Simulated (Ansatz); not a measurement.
## Ni: geometry relaxation (part 2 of 2)

Ni (slab, 8 atoms in the cell); DFT PBE+D3(BJ), scalar-relativistic, plane waves, PAW, spin-polarised (Ansatz 0.2.0); cutoff 420 eV, 7×13×1 k-mesh, Gaussian smearing of 0.1 eV, collinear spins. The structure derives from an entry of the Crystallography Open Database. The input holds or restrains some coordinates. Forces given for the steps count only the free coordinates.

Geometry of the input (Å; fractional positions):
```
4.9189  0.0000  0.0000
-1.2297  2.1299  0.0000
0.0000  0.0000  23.0244
Ni 0.3333  0.3333  0.3692
Ni 0.8333  0.3333  0.3692
Ni 0.6667  0.6667  0.4564
Ni 0.1667  0.6667  0.4564
Ni 0.0000  0.0000  0.5436
Ni 0.5000  0.0000  0.5436
Ni 0.3333  0.3333  0.6308
Ni 0.8333  0.3333  0.6308
```

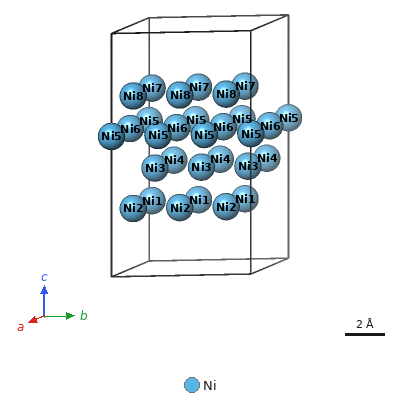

*The geometry at step 2 of the log (spheres-only view of the 1 × 3 repeat of the cell, with the vacuum cut short, seen slightly off an axis; atoms are numbered from 1 in the order of the input).*

### Output, continued
```
--- Forces (eV/Å), atoms counted from 1 ---
  atom   1  Ni    -0.00243129    -0.00374934     0.00932133
  atom   2  Ni    -0.00243129    -0.00374934     0.00932133
  atom   3  Ni    -0.00163424    -0.00488204     0.00832882
  atom   4  Ni    -0.00163424    -0.00488204     0.00832882
  atom   5  Ni     0.00163420     0.00488203    -0.00832118
  atom   6  Ni     0.00163420     0.00488203    -0.00832118
  atom   7  Ni     0.00243135     0.00374938    -0.00934370
  atom   8  Ni     0.00243135     0.00374938    -0.00934370
  max |Σ_I F_I| component: 2.95e-5 eV/Å
--- Band table (eV; the first three rows and the last of 92) ---
  k-point 0 ↑: bands = ["-100.4328", "-100.4132", "-100.4000", "-100.3935", "-100.1122", "-100.1122", "-100.0864", "-100.0864", "-60.9000", "-60.8956", "-60.8879", "-60.8136", "-60.7810", "-60.7744", "-60.7532", "-60.7249", "-60.7013", "-60.6996", "-60.6835", "-60.6818", "-60.6533", "-60.6526", "-60.5137", "-60.5135", "-60.4742", "-60.4741", "-60.4677", "-60.4676", "-60.3375", "-60.3354", "-60.3175", "-60.3172", "-5.5157", "-4.1135", "-2.4407", "-1.7574", "-1.4849", "-1.3625", "-0.9580", "-0.8090", "-0.7535", "-0.2939", "0.5061", "0.6611", "0.7282", "0.7318", "0.8680", "0.8685", "0.8685", "0.8715", "0.9982", "1.0620", "1.1365", "1.1438", "1.1681", "1.1753", "1.1816", "1.6007", "1.6466", "2.0120", "2.0148", "2.1759", "2.1761", "2.3291", "2.3515", "2.5688", "2.5710", "2.5752", "2.6145", "2.7082", "2.7211", "2.7233", "2.7320", "2.7847", "2.9410", "2.9447", "3.5087", "3.9210", "5.2076", "5.8779", "5.9263", "8.1587", "8.1887", "9.2119", "9.5802", "9.8895", "10.2037", "10.9276", "11.5965", "11.7571"]
  k-point 1 ↑: bands = ["-100.4310", "-100.4120", "-100.4000", "-100.3935", "-100.1108", "-100.1107", "-100.0864", "-100.0864", "-60.8942", "-60.8927", "-60.8828", "-60.8127", "-60.7827", "-60.7755", "-60.7566", "-60.7311", "-60.7107", "-60.7030", "-60.6940", "-60.6844", "-60.6480", "-60.6472", "-60.5194", "-60.5194", "-60.4796", "-60.4795", "-60.4755", "-60.4754", "-60.3362", "-60.3344", "-60.3175", "-60.3171", "-5.3083", "-3.9165", "-2.2583", "-1.6059", "-1.4112", "-1.2801", "-0.8802", "-0.7695", "-0.6125", "-0.2426", "0.4569", "0.5683", "0.6003", "0.7737", "0.7921", "0.9276", "0.9305", "0.9333", "0.9613", "0.9843", "1.0734", "1.1131", "1.1899", "1.2232", "1.2627", "1.3490", "1.7466", "1.9462", "1.9610", "2.0489", "2.1452", "2.1908", "2.2343", "2.2443", "2.3574", "2.3622", "2.5659", "2.5947", "2.6341", "2.6666", "2.7241", "2.7687", "2.8266", "3.2722", "4.1755", "4.2152", "4.9988", "5.9317", "6.9249", "8.3355", "8.3887", "9.4098", "9.7214", "10.0514", "10.4140", "11.0485", "11.7852", "11.9144"]
  k-point 2 ↑: bands = ["-100.4261", "-100.4085", "-100.4000", "-100.3935", "-100.1067", "-100.1067", "-100.0864", "-100.0864", "-60.8848", "-60.8797", "-60.8702", "-60.8122", "-60.7877", "-60.7816", "-60.7633", "-60.7459", "-60.7354", "-60.7230", "-60.7114", "-60.6909", "-60.6344", "-60.6337", "-60.5340", "-60.5338", "-60.5082", "-60.5078", "-60.4835", "-60.4834", "-60.3328", "-60.3315", "-60.3173", "-60.3171", "-4.7047", "-3.3550", "-1.7615", "-1.2181", "-1.2020", "-1.0581", "-0.6616", "-0.6453", "-0.3014", "-0.0957", "0.2620", "0.3053", "0.4116", "0.5822", "0.6361", "0.7759", "0.8725", "0.9466", "0.9531", "1.0392", "1.0780", "1.1775", "1.2066", "1.2159", "1.4329", "1.4932", "1.5298", "1.6248", "1.6867", "1.7353", "1.7971", "1.8976", "2.0068", "2.1733", "2.1988", "2.2741", "2.3793", "2.5576", "2.5662", "2.6537", "2.7056", "2.7307", "2.7975", "4.0707", "4.3973", "5.0028", "5.3965", "6.3361", "8.1759", "8.8595", "8.9879", "10.0027", "10.2034", "10.5394", "10.9322", "11.6598", "12.3503", "12.4028"]
  k-point 45 ↓: bands = ["-99.5376", "-99.5231", "-99.5205", "-99.5114", "-99.2293", "-99.2293", "-99.2177", "-99.2177", "-60.0047", "-60.0014", "-59.9935", "-59.9455", "-59.9206", "-59.8938", "-59.8874", "-59.8846", "-59.8767", "-59.8620", "-59.8598", "-59.8414", "-59.7322", "-59.7305", "-59.6535", "-59.6529", "-59.6314", "-59.6314", "-59.6077", "-59.6077", "-59.5213", "-59.5199", "-59.5128", "-59.5122", "-4.3590", "-3.0227", "-2.2896", "-1.4035", "-1.3691", "-0.5442", "-0.5413", "0.0272", "0.2967", "0.5964", "0.7944", "0.8925", "1.0111", "1.0349", "1.2084", "1.4244", "1.5062", "1.5634", "1.6146", "1.6533", "1.8046", "1.8267", "1.9329", "1.9730", "1.9749", "2.0346", "2.1840", "2.2475", "2.3530", "2.4000", "2.4465", "2.5533", "2.7341", "2.7807", "2.8339", "2.9521", "3.0213", "3.1363", "3.2003", "3.2732", "3.4410", "3.4584", "3.5013", "3.5542", "3.5906", "4.5183", "4.8620", "6.2186", "6.7256", "9.0429", "9.2418", "9.3724", "10.3968", "10.9340", "11.2795", "11.8382", "12.7064", "12.7420"]
--- Relaxed structure (2 steps of the walk, 2 accepted, 0 SCFs on fresh bases) ---
  F+E_penalty+E_count = -46718.04896021 eV   max|allowed force component| = 9.344e-3 eV/Å
  atoms:
    - { symbol: Ni, position: [0.3333333332999999, 0.3333333332999999, 0.3691736514999999] }
    - { symbol: Ni, position: [0.8333333333, 0.3333333332999999, 0.3691736514999999] }
    - { symbol: Ni, position: [0.6666666666999999, 0.6666666666999999, 0.4563912171999999] }
    - { symbol: Ni, position: [0.16666666669999997, 0.6666666666999999, 0.4563912171999999] }
    - { symbol: Ni, position: [0.0, 0.0, 0.5436087828] }
    - { symbol: Ni, position: [0.49999999999999994, 0.0, 0.5436087828] }
    - { symbol: Ni, position: [0.3333333332999999, 0.3333333332999999, 0.6308263484999999] }
    - { symbol: Ni, position: [0.8333333333, 0.3333333332999999, 0.6308263484999999] }
--- Löwdin populations: 8 sites ---
  site symbol       q [e]    m [muB]
     0     Ni     17.8056     0.6940
     1     Ni     17.8056     0.6940
     2     Ni     17.7673     0.6936
     3     Ni     17.7673     0.6936
     4     Ni     17.7673     0.6936
     5     Ni     17.7673     0.6936
     6     Ni     17.8056     0.6940
     7     Ni     17.8056     0.6940
  spilling = 0.011863 (of n_electrons = 144.000000)
```

### Trajectory as extended XYZ (Å, eV, eV/Å), 2 frames, from step=1 to step=2
```
8
Lattice="4.9189 0.0000 0.0000 -1.2297 2.1299 0.0000 0.0000 0.0000 23.0244" Properties=species:S:1:pos:R:3:forces:R:3 step=1 energy=-46718.04896
Ni    1.2297    0.7100    8.5000   -0.0024  -0.0037   0.0092
Ni    3.6892    0.7100    8.5000   -0.0024  -0.0037   0.0092
Ni    2.4594    1.4200   10.5081   -0.0016  -0.0049   0.0081
Ni    0.0000    1.4200   10.5081   -0.0016  -0.0049   0.0081
Ni    0.0000    0.0000   12.5163    0.0016   0.0049  -0.0079
Ni    2.4594    0.0000   12.5163    0.0016   0.0049  -0.0079
Ni    1.2297    0.7100   14.5244    0.0024   0.0037  -0.0094
Ni    3.6892    0.7100   14.5244    0.0024   0.0037  -0.0094
8
Lattice="4.9189 0.0000 0.0000 -1.2297 2.1299 0.0000 0.0000 0.0000 23.0244" Properties=species:S:1:pos:R:3:forces:R:3 step=2 energy=-46718.04896
Ni    1.2297    0.7100    8.5000   -0.0024  -0.0037   0.0093
Ni    3.6892    0.7100    8.5000   -0.0024  -0.0037   0.0093
Ni    2.4594    1.4200   10.5081   -0.0016  -0.0049   0.0083
Ni    0.0000    1.4200   10.5081   -0.0016  -0.0049   0.0083
Ni    0.0000    0.0000   12.5163    0.0016   0.0049  -0.0083
Ni    2.4594    0.0000   12.5163    0.0016   0.0049  -0.0083
Ni    1.2297    0.7100   14.5244    0.0024   0.0037  -0.0093
Ni    3.6892    0.7100   14.5244    0.0024   0.0037  -0.0093
```

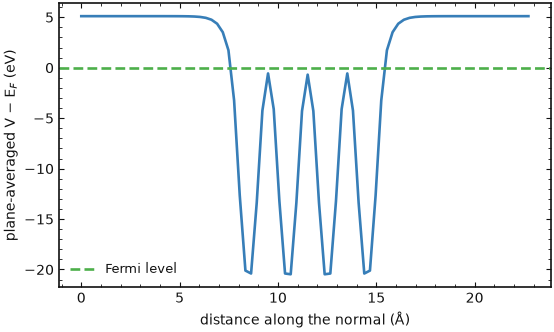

*Plane average of the electrostatic potential energy of an electron across the cell, from the Fermi level.*

The vacuum level lies 5.11 eV above the Fermi level.

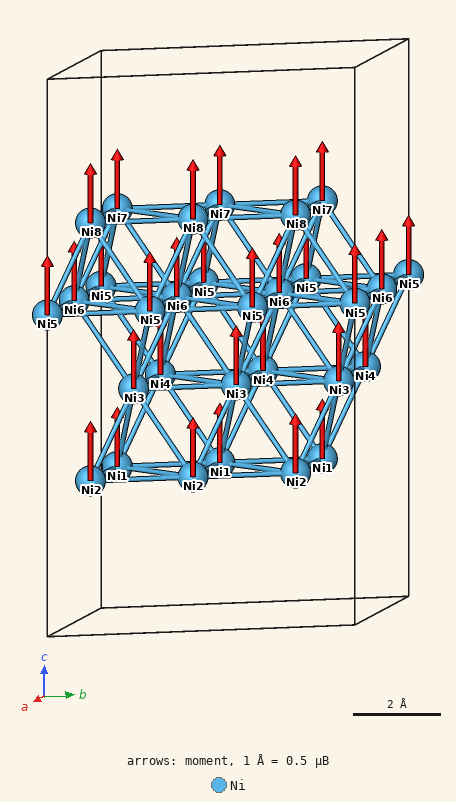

*Magnetic moments of the sites as red arrows (ball-and-stick view of the 1 × 3 repeat of the cell, with the vacuum cut short, seen slightly off an axis; atoms are numbered from 1 in the order of the input); small moments hardly show. The run is collinear, so the axis drawn is arbitrary.*

Site moments: all 8 Ni atoms (0.70 μB). They are counted near the atoms and needn't add up to the moment of the cell.

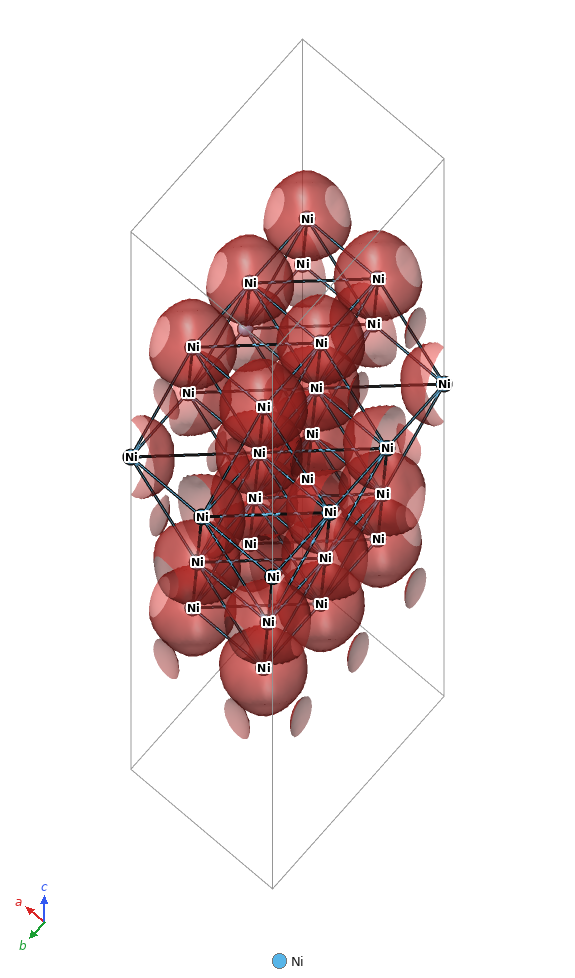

*Isosurface of the spin density (up minus down) at +0.03 e/Å³ (red), seen at an oblique angle. Sticks mark near contacts.*

The cell of the calculation (8 atoms) carries 5.3 μB net. Core electrons are frozen (PAW), so the fields are smoothed inside the atomic spheres.

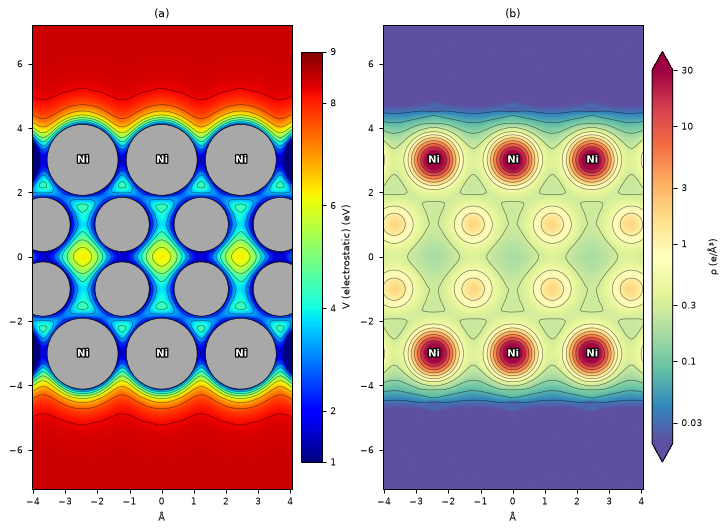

*(a) electrostatic potential energy of an electron; (b) valence electron density on the (100) plane of the calculation cell, a cut from vacuum to vacuum. Grey discs, where drawn, cover atomic cores.*

Ni–Ni (2.46 Å): ρ at the midpoint is about 0.35 e/Å³. The density dies away to nearly zero in the vacuum.

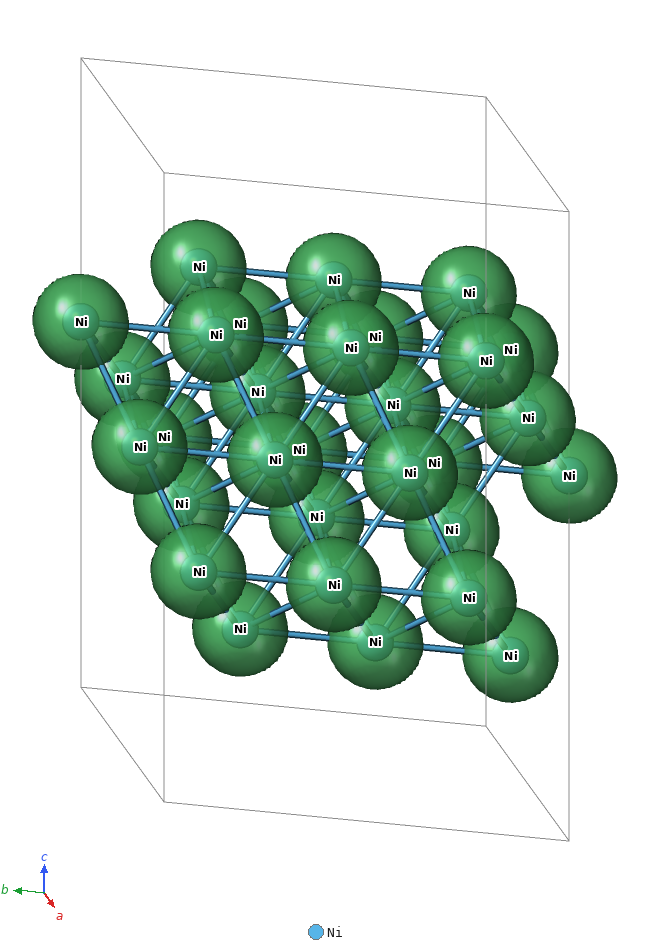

*Isosurface of the valence pseudo-density at 0.8 e/Å³ (green), seen at an oblique angle. Sticks mark near contacts.*

At this value the density breaks into separate islands; it holds about 85 % of the electrons treated as valence (semicore included). It is pinched off along the Ni–Ni (2.46 Å) contacts. On the grid the lowest density along these lines, outside the cores, is 0.35 e/Å³ (Ni–Ni, 2.46 Å).

### Summary

```tsv
quantity	value
outcome	converged under the restraints of the input
electrons treated	144
free energy	−46718.0490 eV
work function, top face	5.11 eV
work function, bottom face	5.11 eV
Fermi energy	3.350 eV
gap on the k-point mesh	none (metallic)
net moment of the cell	5.28 μB
integrated absolute moment	6.09 μB
final volume	241.23 Å³
work function (upper face)	5.11 eV
largest force (length of the vector) at the end, held atoms and coordinates included	0.010 eV/Å
wall time	2.4 min (CPU time 19 min)
peak memory	2.1 GiB
```

Warnings of the run: the k-point mesh lowers the symmetry that the run can use; the exchange-correlation potential is rough where the density is thin.
